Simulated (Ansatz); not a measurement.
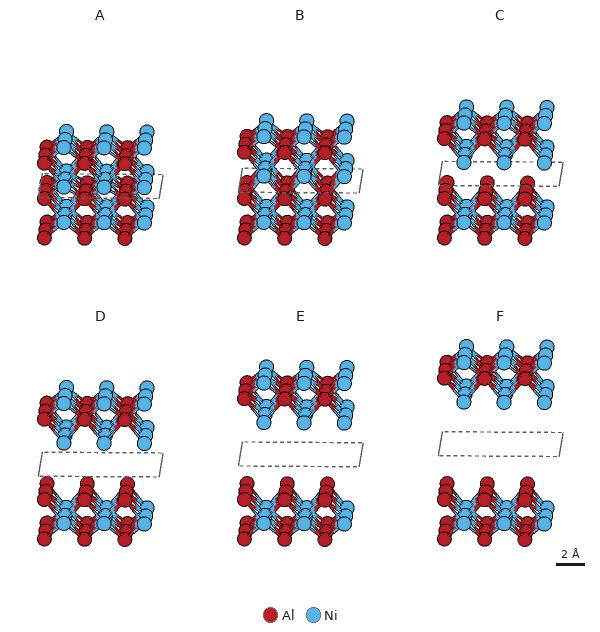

A scan of solid AlNi (Pm-3m) along one coordinate. The picture is a ball-and-stick view of the layers on both sides of the dashed plane, seen from the side, nearly along that plane.

Computed with DFT PBE, scalar-relativistic, plane waves, PAW in Ansatz 0.2.0. Settings: plane-wave cutoff 420 eV; k-point mesh 20 × 20 × 7; occupations gaussian; smearing width 0.15 eV; no spin polarisation. Energies (free energies at the smearing named) are counted from the relaxed crystal.

### Which coordinate changes from frame to frame?

The crystal is pulled apart rigidly along the normal of the (1 0 0) plane of the conventional cell, at a cut between a plane of Al below and one of Ni above, 1.45 Å apart. In the frames the opening is −0.30 Å (A), 0.50 Å (B), 1.50 Å (C), 3.00 Å (D), 4.50 Å (E), 6.00 Å (F). One cut stands in each cell, which starts 8.7 Å high; nothing is relaxed, and the dashed outline marks the cut. Their energies are 0.596 J/m², 0.774 J/m², 3.141 J/m², 4.594 J/m², 4.768 J/m², 4.781 J/m².

Limits of the set-up: an element that often carries a moment was run without spin polarisation.
